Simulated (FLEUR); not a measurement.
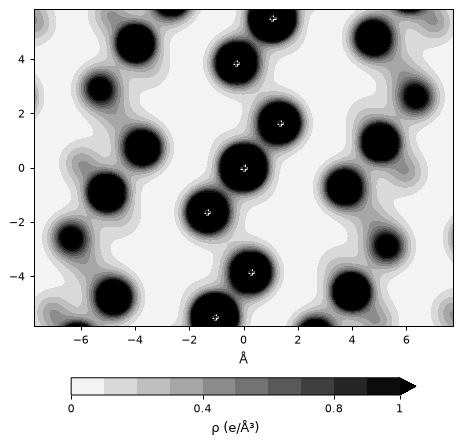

The total electron density on a plane through atoms (crosses mark nuclei in the plane).

Theory: FLEUR, Kohn-Sham DFT of a periodic cell, r2SCAN, all-electron.

Candidates:
A. Pt, a = 2.76 Å, b = 2.76 Å, c = 4.79 Å, α = 90.00°, β = 90.00°, γ = 120.00°. Space group P6₃/mmc; a structure from a database of computed crystals, not necessarily the ambient phase.
B. SnO2, a = 3.23 Å, b = 3.23 Å, c = 14.40 Å, α = 90.00°, β = 90.00°, γ = 120.00°. Space group R-3m; a structure from a database of computed crystals, not necessarily the ambient phase.

### Which candidate gave the map?

Candidate B: SnO2 on the (111) plane of the conventional cell, which holds Sn and O. Sn–O (2.13 Å): ρ is about 0.59 e/Å³ halfway.
